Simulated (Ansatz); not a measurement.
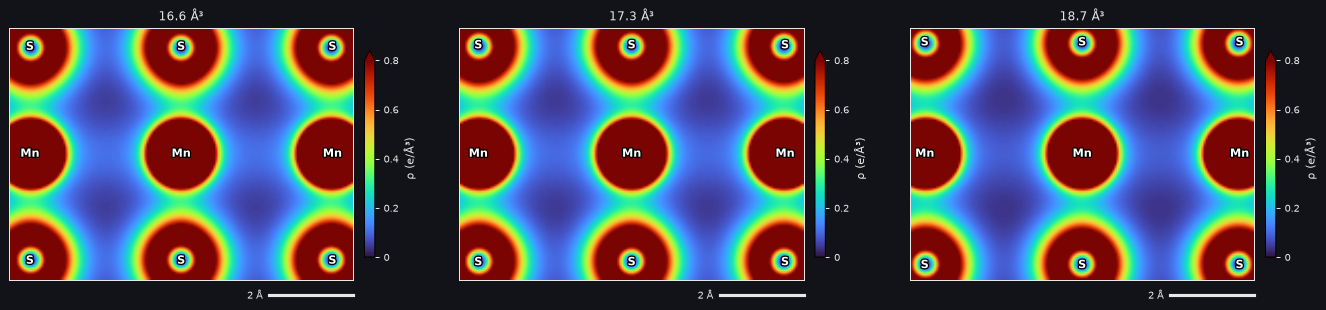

MnS. The valence charge density (pseudo) of cells scaled evenly to different volumes (given per atom above each panel), on the (011̄) plane of each (indices in the axes of the cell below), at one length scale and on one colour scale.

Spin-polarised.

Computed with Ansatz 0.2.0, Kohn-Sham DFT of a periodic cell, PBE, Ansatz PAW.

Core electrons are frozen (PAW), and the valence fields are smoothed inside the atomic spheres.

The largest cell:

```
Mn S
1.0
     0.00000    2.65558    2.65558
     2.65558    0.00000    2.65558
     2.65558    2.65558    0.00000
Mn S
1 1
Direct
  0.00000 0.00000 0.00000
  0.50000 0.50000 0.50000
```

| volume (Å³/atom) | Mn–S contact in the plane (Å) | ρ at its midpoint (e/Å³) | pressure (GPa) | largest moment (μB) | 
| --- | --- | --- | --- | --- |
| 16.61 | 2.551 | 0.343 | 0.3 | 4.06 | 
| 16.96 | 2.569 | ? | ? | ? | 
| 17.31 | 2.587 | 0.322 | −1.8 | 4.17 | 
| 18.73 | 2.656 | 0.287 | −5.6 | 4.32 | 

What values belong in the row with question marks?

Answer. Over the known rows ln ρ falls by 1.69 per Å of Mn–S distance (a least-squares line), which gives 0.332 e/Å³ at 2.569 Å; the calculation gives 0.332 e/Å³. For the pressure, a straight line in volume between the neighbouring rows gives −0.8 GPa; the calculation gives −0.7. For the largest moment, a straight line in volume between the neighbouring rows gives 4.12 μB; the calculation gives 4.12.
